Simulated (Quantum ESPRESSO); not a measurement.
# MoSe2: 7 runs along one coordinate

System: MoSe2 (P6₃/mmc, 6 atoms in the cell).
Method: Kohn-Sham DFT of a periodic cell, PBE, PseudoDojo 0.5 SR PBE standard, no spin polarisation (Quantum ESPRESSO 7.5).

The 7 runs differ only in the geometry, by an even scaling of the cell at fixed fractional positions. The structure derives from an entry of the Crystallography Open Database.

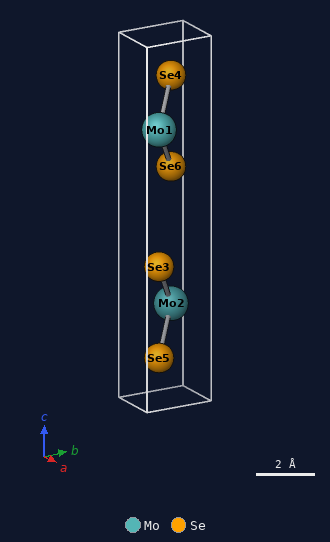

Figure 1. The structure of run 4 (ball-and-stick view of the cell of the calculation, seen slightly off an axis; atoms are numbered from 1 in the order of the input). An atom can appear more than once, as a periodic image.

## Input of run 4
```
&CONTROL
  calculation = 'scf'
  prefix = 'pwscf'
  outdir = './tmp'
  pseudo_dir = './pseudo'
  tprnfor = .true.
  tstress = .true.
  disk_io = 'nowf'
/
&SYSTEM
  ibrav = 0
  nat = 6
  ntyp = 2
  ecutwfc = 86
  nbnd = 60
  occupations = 'smearing'
  smearing = 'fd'
  degauss = 0.00367493
/
&ELECTRONS
  conv_thr = 1.2d-09
  electron_maxstep = 120
  mixing_beta = 0.5
/
ATOMIC_SPECIES
Mo    95.9500 Mo.upf
Se    78.9710 Se.upf
CELL_PARAMETERS angstrom
   3.2880000000    0.0000000000    0.0000000000
  -1.6440000000    2.8474915276    0.0000000000
   0.0000000000    0.0000000000   12.9000000000
ATOMIC_POSITIONS crystal
Mo     0.6666666667    0.3333333333    0.7500000000
Mo     0.3333333333    0.6666666667    0.2500000000
Se     0.6666666667    0.3333333333    0.3750000000
Se     0.3333333333    0.6666666667    0.8750000000
Se     0.6666666667    0.3333333333    0.1250000000
Se     0.3333333333    0.6666666667    0.6250000000
K_POINTS automatic
6 6 1 0 0 0
```

Command:
```bash
OMP_NUM_THREADS=1 pw.x -in pw.in > pw.out
```

Run 5 differs from it as follows:
```diff
-   3.2880000000    0.0000000000    0.0000000000
-  -1.6440000000    2.8474915276    0.0000000000
-   0.0000000000    0.0000000000   12.9000000000
+   3.3097754690    0.0000000000    0.0000000000
+  -1.6548877345    2.8663496370    0.0000000000
+   0.0000000000    0.0000000000   12.9854329533
```

## Results, with one run withheld

| run | volume per atom (Å³) | free energy per atom, from the lowest run given (meV) | pressure (GPa) | gap on the mesh (eV) |
| --- | --- | --- | --- | --- |
| 1 | 18.922 | 133.18 | 19.03 | 0.84 |
| 2 | 19.324 | 90.36 | 15.10 | 0.86 |
| 3 | 19.727 | 56.94 | 11.55 | 0.87 |
| 4 | 20.129 | 31.98 | 8.35 | 0.88 |
| 5 | 20.532 | ? | ? | ? |
| 6 | 20.935 | 4.23 | 2.87 | 0.88 |
| 7 | 21.337 | 0.00 | 0.52 | 0.87 |

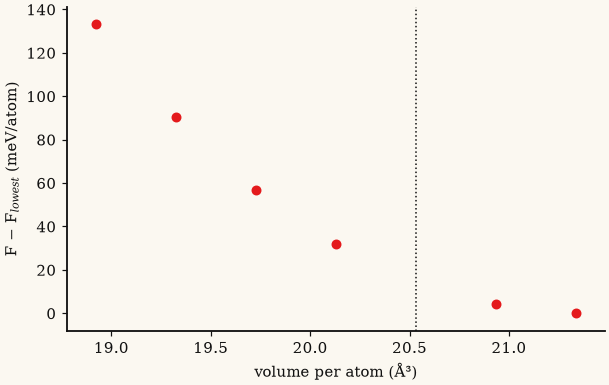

Figure 2. Free energy per atom of the runs given; the dotted line marks run 5.

What should run 5 give?

A cubic polynomial in V^(−2/3) (the Birch–Murnaghan form), fitted to the 6 runs given, misses them by at most 0.03 meV per atom. With x = V^(−2/3) − 0.13557 Å⁻², it reads F = 37.203 + 12575 x + 1.0697e+06 x² + 1.9652e+06 x³ (meV per atom). At run 5 it gives 14.66 meV per atom, and the run itself gives 14.67. The slope of the fit gives a pressure −dF/dV of 5.47 GPa there, and the run prints 5.47 GPa. The fit has no minimum inside this range. The gap on the mesh lies between 0.84 eV (run 1) and 0.88 eV (run 4); run 5 has 0.88 eV. These are gaps of this functional on this mesh, which can miss the band edges; they aren't the measured gap.

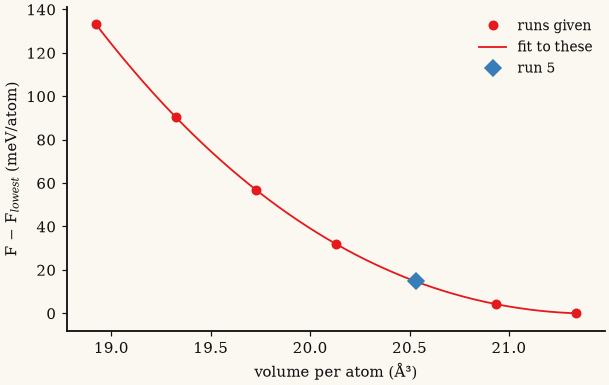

Figure 3. The fit and the withheld run.

## Some lines of the output (run 5)
```
[...]
     total energy              =   -1251.06329574 Ry
     total energy              =   -1250.91443173 Ry
     total energy              =   -1251.28006059 Ry
     total energy              =   -1251.28760971 Ry
     total energy              =   -1251.28825599 Ry
     total energy              =   -1251.28840248 Ry
     total energy              =   -1251.28841448 Ry
     total energy              =   -1251.28841483 Ry
     total energy              =   -1251.28841484 Ry
     the Fermi energy is    13.1229 ev
!    total energy              =   -1251.28841484 Ry
     The total energy is F=E-TS. E is the sum of the following terms:
     Computing stress (Cartesian axis) and pressure
          total   stress  (Ry/bohr**3)                   (kbar)     P=       54.67
```

Notes: Points of doubt noted for this run: coarse mesh.
